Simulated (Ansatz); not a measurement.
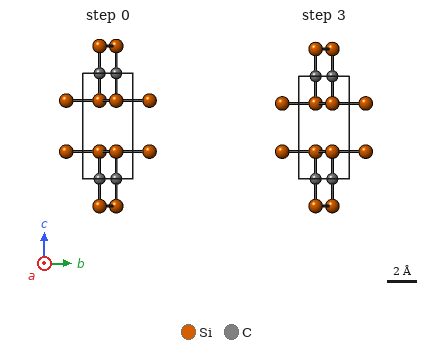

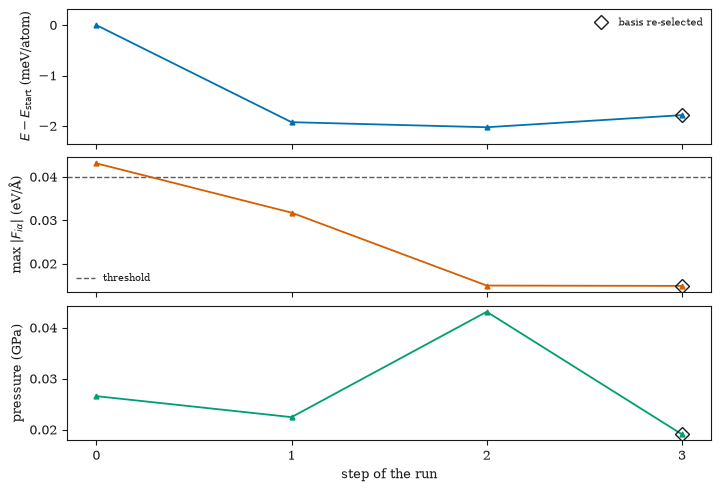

First and last geometry of a relaxation of solid Si2C (a generated structure, set up in P6/mmm) (coarse preliminary run), with the history of the run. The picture is a ball-and-stick view of the cell of the calculation, seen along the a axis.

Theory: Ansatz, DFT PBE, scalar-relativistic, plane waves, PAW. Settings: plane-wave cutoff 420 eV; k-point mesh 6 × 6 × 4; occupations gaussian; smearing width 0.1 eV; no spin polarisation; cell and atoms relaxed; force threshold 0.04 eV/Å; at most 70 steps.

> Did the run converge, and what did it change?

It converged. The energy falls by 1.8 meV per atom in 2 accepted moves (3 points after the start). The largest force component goes from 0.043 to 0.015 eV/Å. The pressure goes from 0.03 to 0.02 GPa. The SCF was repeated once at an unchanged geometry on a basis and grid sized afresh for the cell, which shifted the energy by 0.2 meV per atom at most. The largest moves relative to the cell, 0.047 Å, are those of Si atoms. C stays in place. The volume changes by −2.2 %, with a = b 4.030 → 4.042 Å (+0.3 %), c 7.373 → 7.171 Å (−2.7 %). Near-neighbour distances that change, for instance: Si–Si 2.327 → 2.334 Å, C–Si 1.906 → 1.900 Å. The space group stays P6/mmm (No. 191).

```
step  E − E(0), meV/atom  largest force component, eV/Å  pressure, GPa  volume, Å³/atom                      note
   0                0.00                         0.0431           0.03           17.284                          
   1               -1.92                         0.0318           0.02           16.931                          
   2               -2.02                         0.0150           0.04           16.912                          
   3               -1.78                         0.0149           0.02           16.912  same geometry, new basis
```
